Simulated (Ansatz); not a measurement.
# SiC (F-43m): the dielectric response by several routes

Aim: the electronic dielectric constant of SiC (F-43m) by perturbation theory, a sum over states and the RPA step of G0W0.

Calculated with Ansatz 0.2.0; linear response on PBE, plane waves, PAW.

**The experiments to reproduce.**

- ε∞ 6.49: high-frequency dielectric constant; visible/NIR optical measurements, literature average; bulk crystal (literature average; scatter up to 0.2) (quoted in “Infrared properties of SiC particles”, 1999, arxiv:astro-ph/9903031).

### 1. Starting point

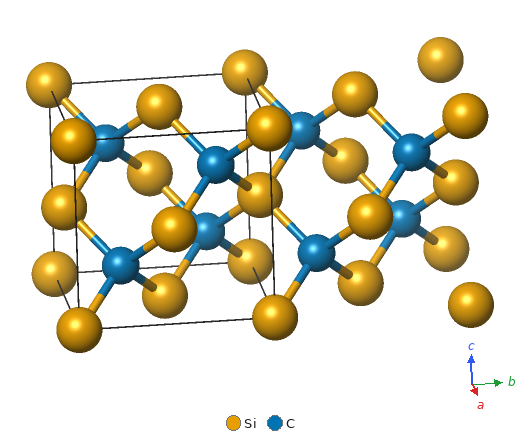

Start, viewed slightly off an axis; silicon orange, carbon blue. 1×2×1 cells are drawn. This picture shows the conventional cell, with its axes. Bonds to atoms that aren't drawn are left out. Some periodic images of atoms are drawn too.

The cell and positions come from the Crystallography Open Database and are kept as given unless a step says otherwise. The default PAW set here is soft_2. Its files were made with PBE.

### 2. Response to a homogeneous field

The response to a uniform field gives ε∞, a yardstick for the screening that GW builds on its mesh.

This step: dielectric response by perturbation theory, PBE, plane waves, PAW.

File input.yaml:

```yaml
crystal:
  lattice:
    - [0.0, 2.179, 2.179]
    - [2.179, 0.0, 2.179]
    - [2.179, 2.179, 0.0]
  atoms:
    - { symbol: Si, position: [0.0, 0.0, 0.0] }
    - { symbol: C, position: [0.25, 0.25, 0.25] }
kpoints:
  mp_grid: { grid: [8, 8, 8] }
hamiltonian:
  xc: pbe
scf:
  occupations: { method: fixed }
dielectric: {}
```

Run with:

```sh
$ ansatz run input.yaml --threads 2 --pin off --max-ram 92160MiB --backend cuda --events-out ev --progress --plain --runs-dir out --devices 1 --max-vram 13GiB  # rebuilt from the run's record
```

Numbers of over 12 decimals in the logs are rounded to 6 here.

The program printed:

```text
GPUs: using 1 of 1 available (devices: 1).
Engine: ansatz 0.2.0, x86_64-unknown-linux-gnu
Pseudopotentials: kind: paw
Pseudopotential: Si, paw, valence charge 4, recommended cutoff 420 eV (normal), Si.paw.azcp
Pseudopotential: C, paw, valence charge 4, recommended cutoff 420 eV (normal), C.paw.azcp
Functional definition: PBE
  parameter kappa = 0.804
  parameter beta = 0.066725
  exchange = pbe_x(kappa = kappa, mu = beta*pi^2/3)
  correlation = pbe_c(beta = beta)
device memory: the entry about to start is reckoned to put 0.7 GiB on a device that reports 53.3 GiB free (of which the cap on the GPU budget leaves the run 13.0 GiB)
GPU FFT provider: cuFFT
GPU libraries: cuBLAS 13.8.2, cuFFT 12.4.0, cuSOLVER 12.3.4
Crystal: 2 atoms, lattice volume = 20.692 Å³
Basis set: ecut = 420 eV, 411 PW (Γ), exchange–correlation on 48×48×48 points (8 copies of the dense FFT grid, shifted against one another)
Bands: 8, of which v1, the nominal top of the filled ones, is band 4 counted from 1 (3 counted from 0)
Symmetry: 24 space group operations
k-points: 95 of 512 (irreducible under 4 space group operations, time reversal used)
Non-local potential: Si, projectors of the file, l = 0: 2, l = 1: 2, l = 2: 2
Non-local potential: C, projectors of the file, l = 0: 2, l = 1: 2, l = 2: 1
PAW form: soft (Blöchl's): semilocal exchange-correlation on the pseudo side does not see the compensation charge
PAW one-centre angular grid: Si, 110 points (default); XC on 64 Gauss nodes
PAW one-centre angular grid: C, 110 points (default); XC on 64 Gauss nodes
Initial density: superposition of atomic densities (neutral atoms: chi_scale 0, normalization atom), corrected by the library's trained network
Initial wavefunctions: pseudopotential atomic-orbital guess
GPU buffer pool allocated for 13824 grid points (all kernels)
GPU transforms: local potential and band sums: pruned to the plane-wave sphere, on 24×24×24
Functional: x = pbe(κ = 0.804, μ = 0.219515), c = pbe(β = 0.066725)
SCF iter   1: F=—  HF=-887.155803 eV  |F-HF|=—  |Δ(HF+E_count)|=         —  Δρ=2.15e-3  dr2=9.64e-4  ethr=1.77e-3  ⟨swp⟩=4.4  Hψ=5368  notcnv=0  defer=159
preconditioner: auto → none  [insulator: Δε(μ)=1.336 eV  Ē_g=14.041 eV  n_scr=0 (ndim 8)  ℏωp=23.1 eV  f_vac=0.000  ε∞_Penn≈3.7]
SCF iter   2: F=—  HF=-887.155825 eV  |F-HF|=—  |Δ(HF+E_count)|=   2.20e-5  Δρ=7.85e-4  dr2=7.26e-5  ethr=1.20e-5  ⟨swp⟩=2.6  Hψ=2012  notcnv=0  defer=180
SCF iter   3: F=—  HF=-887.155839 eV  |F-HF|=—  |Δ(HF+E_count)|=   1.39e-5  Δρ=3.51e-4  dr2=6.28e-6  ethr=9.07e-7  ⟨swp⟩=2.7  Hψ=1154  notcnv=0  defer=120
SCF iter   4: F=—  HF=-887.155866 eV  |F-HF|=—  |Δ(HF+E_count)|=   2.64e-5  Δρ=3.50e-5  dr2=1.73e-7  ethr=7.84e-8  ⟨swp⟩=2.1  Hψ=1146  notcnv=0  defer=19
SCF iter   5: F=—  HF=-887.155857 eV  |F-HF|=—  |Δ(HF+E_count)|=   9.19e-6  Δρ=3.01e-6  dr2=1.49e-9  ethr=2.17e-9  ⟨swp⟩=2.1  Hψ=1138  notcnv=0
SCF iter   6: F=-887.155857 eV  HF=-887.155857 eV  |F-HF|=2.96e-11  |Δ(HF+E_count)|=   1.13e-9  Δρ=5.69e-7  dr2=5.69e-11  ethr=1.25e-12  ⟨swp⟩=4.0  Hψ=2963  notcnv=0
SCF 1 converged in 6 iterations: F = -887.155857 eV  dr2 = 5.69e-11
  greatest PAW one-centre occupation: 0.645 electrons in one spin orbital (limit 2), on the C atom at site 1 (counted from 0), in its partial waves of l = 0
the response reads at least the filled bands of the reference SCF and the lowest empty band at each k-point, and that SCF's band table does not vouch for those bands. The notice of the band table in this run's record says why
device memory: the entry about to start is reckoned to put 0.2 GiB on a device that reports 52.8 GiB free (of which the cap on the GPU budget leaves the run 13.0 GiB)
NSCF: frozen V_eff on 1 k-points
device memory: the entry about to start is reckoned to put 0.2 GiB on a device that reports 52.8 GiB free (of which the cap on the GPU budget leaves the run 13.0 GiB)
NSCF: frozen V_eff on 1 k-points
device memory: the entry about to start is reckoned to put 0.2 GiB on a device that reports 52.8 GiB free (of which the cap on the GPU budget leaves the run 13.0 GiB)
NSCF: frozen V_eff on 1 k-points
device memory: the entry about to start is reckoned to put 0.2 GiB on a device that reports 52.8 GiB free (of which the cap on the GPU budget leaves the run 13.0 GiB)
NSCF: frozen V_eff on 1 k-points
device memory: the entry about to start is reckoned to put 0.2 GiB on a device that reports 52.8 GiB free (of which the cap on the GPU budget leaves the run 13.0 GiB)
NSCF: frozen V_eff on 1 k-points
device memory: the entry about to start is reckoned to put 0.2 GiB on a device that reports 52.8 GiB free (of which the cap on the GPU budget leaves the run 13.0 GiB)
NSCF: frozen V_eff on 1 k-points
device memory: the entry about to start is reckoned to put 0.2 GiB on a device that reports 52.8 GiB free (of which the cap on the GPU budget leaves the run 13.0 GiB)
NSCF: frozen V_eff on 1 k-points
device memory: the entry about to start is reckoned to put 0.1 GiB on a device that reports 52.8 GiB free (of which the cap on the GPU budget leaves the run 13.0 GiB)
device memory: the entry about to start is reckoned to put 0.5 GiB on a device that reports 52.8 GiB free (of which the cap on the GPU budget leaves the run 13.0 GiB)
DFPT response loops at Γ: preconditioner auto → none (the input reference at scf.mixing.eps_inf says where Resta's filter doesn't serve); β = 0.50; Broyden in place of MSR1
── the response to a field inside a basis, on 8×8×8 k-points: an SCF that follows is theirs, and a resumed run solves both again ──
device memory: the entry about to start is reckoned to put 0.1 GiB on a device that reports 52.7 GiB free (of which the cap on the GPU budget leaves the run 13.0 GiB)
GPU FFT provider: cuFFT
GPU libraries: cuBLAS 13.8.2, cuFFT 12.4.0, cuSOLVER 12.3.4
Bands: 5, of which v1, the nominal top of the filled ones, is band 4 counted from 1 (3 counted from 0)
k-points: 60 of 512 (irreducible under 6 space group operations, time reversal used)
Initial density: handed on by an earlier stage of this run
Initial wavefunctions: pseudopotential atomic-orbital guess (no wavefunctions were taken with the density)
GPU buffer pool allocated for 13824 grid points (all kernels)
GPU transforms: band sums: pruned to the plane-wave sphere, on 24×24×24
Eigensolver: Dense (60 Hₖ)
SCF iter   1: F=—  HF=-887.158349 eV  |F-HF|=—  |Δ(HF+E_count)|=         —  Δρ=3.90e-4  dr2=4.63e-6  ethr=1.00e-1
preconditioner: auto → none  [insulator: Δε(μ)=1.700 eV  Ē_g=10.693 eV  n_scr=0 (ndim 8)  ℏωp=23.1 eV  f_vac=0.000  ε∞_Penn≈5.7]
SCF iter   2: F=—  HF=-887.158355 eV  |F-HF|=—  |Δ(HF+E_count)|=   6.18e-6  Δρ=1.97e-4  dr2=1.13e-6  ethr=5.79e-8
SCF iter   3: F=-887.158357 eV  HF=-887.158357 eV  |F-HF|=1.42e-8  |Δ(HF+E_count)|=   2.28e-6  Δρ=1.15e-5  dr2=2.20e-8  ethr=1.41e-8
SCF 1 converged in 3 iterations: F = -887.158357 eV  dr2 = 2.20e-8
device memory: the entry about to start is reckoned to put 0.1 GiB on a device that reports 52.7 GiB free (of which the cap on the GPU budget leaves the run 13.0 GiB)
device memory: the entry about to start is reckoned to put 0.3 GiB on a device that reports 52.6 GiB free (of which the cap on the GPU budget leaves the run 13.0 GiB)
DFPT response loops at Γ: mixed as the last ones told, above
SCF converged after 6 iterations
Free energy (F): -887.155857 eV
Harris-Foulkes:  -887.155857 eV  (|F-HF|=2.96e-11)
Internal energy: -887.155857 eV  (E = F + TS)
E sigma→0 (E₀):  -887.155857 eV
Fermi energy:    9.480568 eV
--- Per-component energies (eV) ---
  E_band       = 28.701189
  E_kinetic    = 135.732785
  E_local      = -104.418004  (includes V_loc(G=0)·N_el)
  E_nonlocal   = 51.846275
  E_hartree    = 32.063261
  E_xc         = -105.503973
  E_vxc        = -109.370900  (∫ρ·V_xc dr)
  E_paw        = -612.092432  (= ΣΔE_a)
  E_vpaw       = -9.215451  (= ΣTr[D̂ρ^β])
  E_aug_tail   = 0.000011  (compensation charges beyond the density's cutoff)
  E_ewald      = -284.783780
  E_smearing   = -0.000000  (= −TS)
  E_closure    = -0.000000  (closes the sum)
  Σ components = -887.155857   (vs F -887.155857, Δ=0.00e0)
--- Band table (eV; the first three rows and the last of 95) ---
  k-point 0: bands = ["-5.9237", "9.4806", "9.4806", "9.4806", "15.6941", "16.7894", "16.7894", "16.7894"]
  k-point 1: bands = ["-5.6190", "7.9968", "9.2799", "9.2799", "15.9420", "17.1402", "17.1402", "17.3076"]
  k-point 2: bands = ["-4.7280", "5.1884", "8.8748", "8.8748", "15.4634", "17.3890", "17.3890", "18.8225"]
  k-point 94: bands = ["-0.6739", "2.4574", "4.4934", "4.7956", "14.6883", "18.9174", "18.9356", "19.2514"]
--- Dielectric response (ions clamped): 3 representative field directions + reference, inside a basis on a mesh of 512 k-points (Σ response iterations 12) ---
  ε∞ (high-frequency dielectric tensor):
        6.961023     0.000000     0.000000
        0.000000     6.961023     0.000000
        0.000000     0.000000     6.961023
  Born effective charges Z* (e; rows j = field, columns β = displacement):
    site 0:
         2.71296    0.00000    0.00000
         0.00000    2.71296    0.00000
        -0.00000    0.00000    2.71296
    site 1:
        -2.71296   -0.00000   -0.00000
        -0.00000   -2.71296   -0.00000
         0.00000   -0.00000   -2.71296
  Z* charge neutrality: 8.859e-4 e pre-enforcement
  solved inside a basis spanned on kpoints, on 8×8×8 k-points, its susceptibility summed on 12×12×12: ε∞ is read to err by 2.0e-2, Z* by 9.7e-3 e (field_mesh: kpoints solves on kpoints); Z* is corrected for what the basis lacks
```

Elapsed: 14 s, on 1 × NVIDIA H100 80GB HBM3 (shared by 6 runs) with 2 threads of AMD EPYC 7R13 (Zen 3), shared host; peak memory 1 GiB; 22 s of CPU time.

In the SCF lines HF is the Harris–Foulkes energy and dr2 the Hartree energy of the density residual, in eV; the loop may stop once dr2 is under the threshold and the program's other checks hold. Hψ counts applications of the Hamiltonian.

This step gave:

- stated error of ε∞: 0.02

One over ε∞ averages 0.14, under the quarter of exact exchange in PBE0, which by this rule of thumb may open the gap too far.

High-frequency dielectric tensor:

```
6.96 0.00 0.00
0.00 6.96 0.00
0.00 0.00 6.96
```

Born effective charge (e), principal values of the symmetric part by kind of site:

| atom | atoms with these values | low | middle | high | mean |
| --- | --- | --- | --- | --- | --- |
| Si1 | 1 | 2.71 | 2.71 | 2.71 | 2.71 |
| C2 | 1 | -2.71 | -2.71 | -2.71 | -2.71 |

In full for C2:

```
-2.71  0.00  0.00
 0.00 -2.71  0.00
 0.00  0.00 -2.71
```

### 3. Independent-particle spectrum

The independent-particle spectrum shows where the oscillator strength lies, before excitons and local fields.

This step: independent-particle optics on PBE, plane waves, PAW.

input.yaml, the sections that differ from step 2:

```yaml
kpoints:
  mp_grid: { grid: [10, 10, 10] }
scf:
  occupations: { method: fixed }
  n_extra_bands: 14
output:
  optics: { e_range: [0, 25], de: 0.1, sigma: 0.2 }
# crystal, hamiltonian: as in step 2
# dielectric: removed
```

The program printed:

```text
[...]
GPUs: using 1 of 1 available (devices: 1).
[...]
GPU FFT provider: cuFFT
GPU libraries: cuBLAS 13.8.2, cuFFT 12.4.0, cuSOLVER 12.3.4
Crystal: 2 atoms, lattice volume = 20.692 Å³
Basis set: ecut = 420 eV, 411 PW (Γ)
Bands: 18, of which v1, the nominal top of the filled ones, is band 4 counted from 1 (3 counted from 0)
[... 1 set-up line as in the run before ...]
[...]
k-points: 47 of 1000 (time reversal used)
[...]
GPU buffer pool allocated for 13824 grid points (all kernels)
[...]
SCF iter   1: F=—  HF=-887.156996 eV  |F-HF|=—  |Δ(HF+E_count)|=         —  Δρ=2.22e-3  dr2=1.04e-3  ethr=1.77e-3  ⟨swp⟩=4.9  Hψ=4043  notcnv=0  defer=516
[...]
SCF iter   7: F=-887.156991 eV  HF=-887.156991 eV  |F-HF|=4.55e-13  |Δ(HF+E_count)|=  2.33e-11  Δρ=5.69e-8  dr2=5.40e-13  ethr=1.00e-12  ⟨swp⟩=7.9  Hψ=5002  notcnv=0
SCF 1 converged in 7 iterations: F = -887.156991 eV  dr2 = 5.40e-13
[...]
Optics k sum: 0 of 47 k-points
Optics k sum: 3 of 47 k-points
[...]
Optics k sum: 47 of 47 k-points
[...]
SCF converged after 7 iterations
Free energy (F): -887.156991 eV
[...]
Internal energy: -887.156991 eV  (E = F + TS)
E sigma→0 (E₀):  -887.156991 eV
Fermi energy:    9.479607 eV
[...]
--- Band table (eV; the first three rows and the last of 47) ---
  k-point 0: bands = [-5.9243, 9.4796, 9.4796, 9.4796, 15.6933, 16.7893, 16.7893, 16.7893, ... 10 higher]
  k-point 1: bands = [-5.7289, 8.4712, 9.3460, 9.3460, 15.9607, 17.0320, 17.0320, 17.0581, ... 10 higher]
  k-point 2: bands = [-5.1514, 6.3515, 9.0392, 9.0392, 15.6774, 17.3902, 17.3902, 18.2526, ... 10 higher]
  k-point 46: bands = [-0.6988, 2.3441, 4.6856, 4.9084, 14.1642, 17.5362, 19.5053, 20.6798, ... 10 higher]
```

Run time: 9.7 s. Hardware: 1 × NVIDIA H100 80GB HBM3 (shared by 6 runs) with 2 threads; peak memory 0.92 GiB; 16 s of CPU time.

Numbers from this step:

```
ε∞ without local fields (xx, yy, zz)                                   : 7.196, 7.196, 7.196
electrons in the f-sum (xx, yy, zz)                                    : 6.909, 6.909, 6.909
bands in the explicit sum (the static value is completed to all bands) : 18
```

The sum gives ε∞ = 7.20 without local fields.

The ε₂, xx=yy=zz has structure finer than the step of the table below, so its rows give means over 2 eV, whole bins alone (the curve runs from 0 to 25 eV). Peaks (eV: height): 6.8: 26.0, 8.3: 15.8.

Independent particles, no local fields, Gaussian width 0.2 eV. Table of ε₂, xx=yy=zz by photon energy; means over each step:

| photon energy (eV) | ε₂, xx=yy=zz |
| --- | --- |
| 2 | 0 |
| 4 | 0.480 |
| 6 | 12.7 |
| 8 | 13.0 |
| 10 | 6.15 |
| 12 | 2.66 |
| 14 | 1.46 |
| 16 | 0.812 |
| 18 | 0.440 |
| 20 | 0.247 |
| 22 | 0.209 |
| 24 | 0.202 |

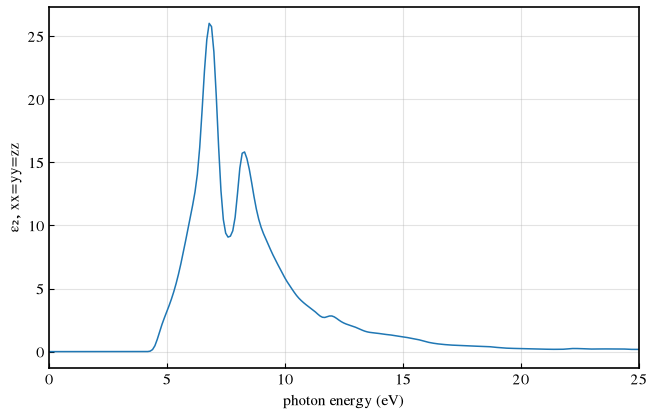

ε₂, xx=yy=zz against photon energy.

The loss function, xx=yy=zz has structure finer than the step of the table below, so its rows give means over 2 eV, whole bins alone (the curve runs from 0 to 25 eV). Peaks (eV: height): 21.7: 5.38.

Independent particles, no local fields, Gaussian width 0.2 eV. Table of loss function, xx=yy=zz by photon energy; means over each step:

| photon energy (eV) | loss function, xx=yy=zz |
| --- | --- |
| 2 | 0 |
| 4 | 0.00244 |
| 6 | 0.0268 |
| 8 | 0.0750 |
| 10 | 0.0999 |
| 12 | 0.163 |
| 14 | 0.244 |
| 16 | 0.320 |
| 18 | 0.609 |
| 20 | 1.59 |
| 22 | 4.39 |
| 24 | 3.24 |

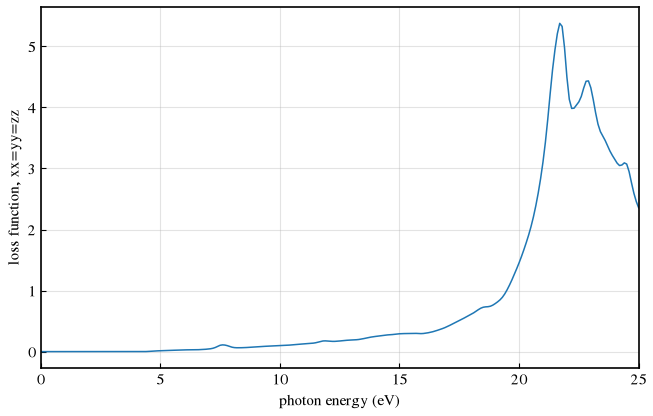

Loss function, xx=yy=zz, plotted against photon energy.

Independent particles, no local fields, Gaussian width 0.2 eV. ε₁, xx=yy=zz against photon energy:

| photon energy (eV) | ε₁, xx=yy=zz |
| --- | --- |
| 0 | 7.18 |
| 1 | 7.30 |
| 2 | 7.69 |
| 3 | 8.52 |
| 4 | 10.3 |
| 5 | 14.4 |
| 6 | 16.3 |
| 7 | -1.70 |
| 8 | 4.04 |
| 9 | -5.20 |
| 10 | -5.07 |
| 11 | -3.92 |
| 12 | -2.89 |
| 13 | -2.53 |
| 14 | -1.93 |
| 15 | -1.62 |
| 16 | -1.42 |
| 17 | -1.00 |
| 18 | -0.725 |
| 19 | -0.558 |
| 20 | -0.329 |
| 21 | -0.157 |
| 22 | 0.0377 |
| 23 | 0.0752 |
| 24 | 0.150 |
| 25 | 0.209 |

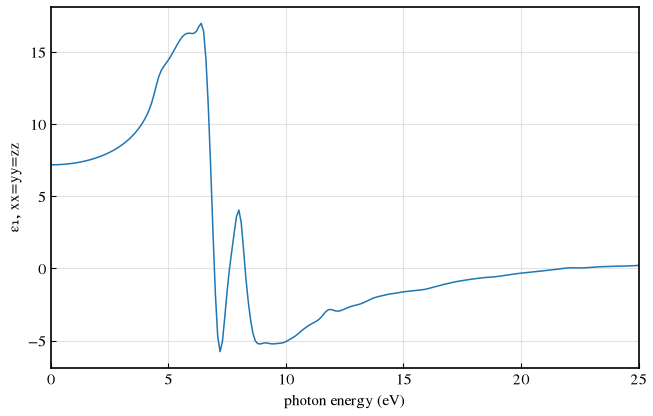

ε₁, xx=yy=zz against photon energy.

### 4. RPA screening from the G0W0 run

Now the one-shot GW correction: screening in the RPA, then the self-energy of the levels asked for.

This step: G0W0 on PBE, plane waves, PAW.

input.yaml, the sections that differ from step 3:

```yaml
kpoints:
  mp_grid: { grid: [6, 6, 6] }
scf:
  occupations: { method: fixed }
gw:
  n_empty_bands: 132
  ecut_chi: 200.0
  qp_bands: [v2, c2]
  qp_kpoints: band_edges
  screening: { model: contour_deformation }
# crystal, hamiltonian: as in step 3
# output: removed
```

The program printed:

```text
GPUs: using 1 of 1 available (devices: 1).
[...]
GPU FFT provider: cuFFT
GPU libraries: cuBLAS 13.8.2, cuFFT 12.4.0, cuSOLVER 12.3.4
Crystal: 2 atoms, lattice volume = 20.692 Å³
Basis set: ecut = 420 eV, 411 PW (Γ)
Bands: 8, of which v1, the nominal top of the filled ones, is band 4 counted from 1 (3 counted from 0)
[... 1 set-up line as in the run before ...]
[...]
k-points: 16 of 216 (time reversal used)
[...]
1     6     17.3075    -7.8659    -5.4659   -13.8664  0.7912    17.8449    17.8422  root
[...]
12     3      6.2987   -18.5907     2.8720   -14.7968  0.7692     5.3662     5.3768  root
    12     4      6.2987   -18.5907     2.8720   -14.7968  0.7692     5.3662     5.3768  root
    12     5     10.8405    -7.1389    -4.0541   -11.3461  0.8175    10.9937    10.9936  root
    12     6     13.8070    -7.4324    -4.5487   -12.3162  0.8198    14.1428    14.1421  root
[key lines of the parts left out:]
SCF converged after 6 iterations
Free energy (F): -887.146516 eV
Fermi energy:    9.487149 eV
```

It took 6.5 s on 1 × NVIDIA H100 80GB HBM3 (shared by 6 runs) with 2 threads; peak memory 1 GiB; 8.3 s of CPU time.

This step gave:

```
bands summed                                 : 136
RPA ε∞ on this mesh (eigenvalues)            : 7.140, 7.140, 7.140
plane waves in the screening matrix          : 137
G0W0 gap on the mesh                         : 2.244 eV
k of the valence top                         : 0, 0, 0
k of the conduction bottom                   : 0, -0.5, -0.5
starting gap on the mesh                     : 1.353 eV
least direct G0W0 gap on the computed points : 5.617 eV
```

The gap on the mesh goes from 1.35 eV to 2.24 eV, a correction of +0.89 eV. Between the two edge states, bare exchange in place of the xc potential would open the gap by 6.83 eV, and correlation takes back 5.94 eV.

Mean over the mesh in bins of 0.25 1/Å. The static inverse dielectric function, diagonal by length of q+G:

| length of q+G (Å⁻¹) | static inverse dielectric function, diagonal |
| --- | --- |
| 0.44 | 0.192 |
| 1.24 | 0.362 |
| 2.03 | 0.548 |
| 2.76 | 0.694 |
| 3.51 | 0.802 |
| 4.24 | 0.876 |
| 5.00 | 0.931 |
| 5.76 | 0.962 |
| 6.51 | 0.980 |
| 7.19 | 0.989 |

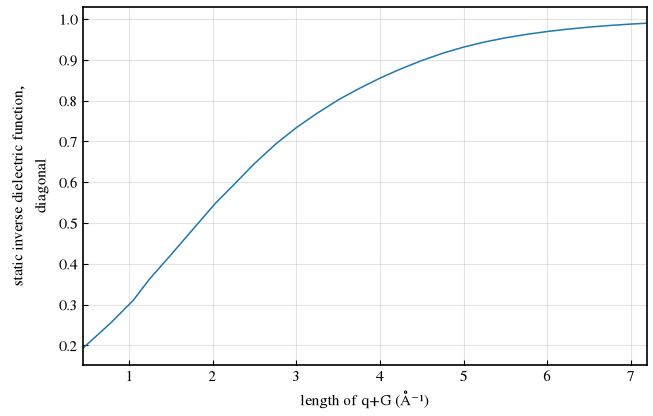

Static inverse dielectric function, diagonal, plotted against length of q+G.

### 5. The values together

Times are wall times on 1 × NVIDIA H100 80GB HBM3 (shared by 6 runs) with 2 threads of AMD EPYC 7R13 (Zen 3), shared host, good to a factor of about two.

| method | mesh | ε∞, low | middle | high | mean | time |
| --- | --- | --- | --- | --- | --- | --- |
| perturbation theory (local fields and xc kernel) | 8×8×8 (response on 512 points) | 6.96 | 6.96 | 6.96 | 6.96 | 14 s |
| sum over states (no local fields) | 10×10×10 | 7.20 | 7.20 | 7.20 | 7.20 | 9.7 s |
| RPA with local fields, on the GW mesh | 6×6×6 | 7.14 | 7.14 | 7.14 | 7.14 | 6.5 s |

### 6. What came out

| Quantity | Value |
| --- | --- |
| perturbation theory (local fields and xc kernel) | 6.96, 6.96, 6.96 |
| sum over states (no local fields) | 7.20, 7.20, 7.20 |
| RPA with local fields, on the GW mesh | 7.14, 7.14, 7.14 |

Mean Born effective charge: Si1 2.71, C2 -2.71 e. The most distinct maxima of the ε₂, xx=yy=zz lie at 6.8 and 8.3 eV, the highest at 6.8 eV. The loss function, xx=yy=zz has its highest peak at 21.7 eV. The sum without local fields gives 7.20 in the mean against 6.96 by perturbation theory; local fields lower ε∞ and the xc kernel gives part of it back, though the sum also carries the error of its own mesh. The RPA values on the 6×6×6 mesh average 1.03 times those of perturbation theory (means 7.14 and 6.96). Without the xc kernel RPA should lie a little lower; it lies higher here. Perturbation theory sums its response on a denser mesh of its own, so the coarser sum of the GW run is the likely cause. Against experiment, the principal values 6.96 of the first method stand beside the measured 6.49 (high-frequency dielectric constant, quoted 1999); the mean is +7 % off. PBE usually puts the gap too low, which tends to raise ε∞. Ions are clamped, so the lattice part of the static constant is not in these numbers.

[Paths, hosts, dates, memory and timing lines, banners, echoed tables and standing remarks are left out of the program output.]

[Logs are printed without paths, hosts, clocks, repeated set-up lines and the standing remarks that a program may print on its own settings, such as how far it seeks lower states.]

[Runs of the session that timed out or met a known fault of the program may be left out.]

[Cells called generated may have been cut or substituted from an entry of the Crystallography Open Database or the Materials Project.]

[Hosts, paths, dates, database ids (printed as entryN), source tags and the programs' standing remarks are cut or masked in the printed files.]
